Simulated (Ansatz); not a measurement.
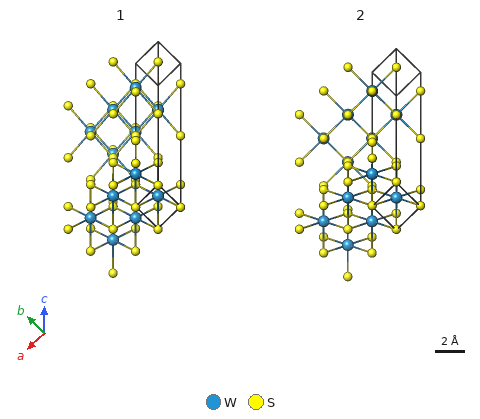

Two geometries of crystalline WS2 (built on the SnS2-186 type type), drawn at one scale. One is the start of a relaxation, the other its converged end. A ball-and-stick model of the cell of the calculation, repeated 3 × 2 × 1 with one cell outlined, seen from a free direction.

Method: Ansatz, DFT, PBEsol, plane waves, PAW. Set-up: plane-wave cutoff 420 eV; k-point mesh 9 × 9 × 2; occupations fermi dirac; smearing width 0.03 eV; no spin polarisation; cell and atoms relaxed; force threshold 0.01 eV/Å; at most 120 steps.

Which of the two is the end point?

Structure 1 is the relaxed one. After 5 accepted moves (6 points after the start) the energy has fallen by 0.953 eV per cell of the calculation. The largest force component goes from 1.6 to 0.0012 eV/Å. Pressure: 2.30 GPa at the start and 0.01 GPa at the end. At 1 point the geometry stayed and the basis and grid were re-selected for the new cell (energy shift of 0.7 meV per cell of the calculation at most each time). The largest moves relative to the cell, 0.15 Å, are those of S atoms. W stays in place. The volume changes by −8.3 %, with a = b 3.397 → 3.151 Å (−7.2 %), c 11.403 → 12.151 Å (+6.6 %). Among the contacts that change: W–W 3.397 → 3.151 Å, S–W 2.381 → 2.414 Å. Among the angles between lasting bonds that change: S–W–S 91.0° → 81.5°, W–S–W 91.0° → 81.5°, S–W–S 89.0° → 98.5°. The space group stays P6_3mc (No. 186). Cost: 62 s on 2 threads of Intel(R) Xeon(R) Processor @ 2.50GHz (Skylake/Cascade Lake), on a shared host, peak memory 0.41 GiB.
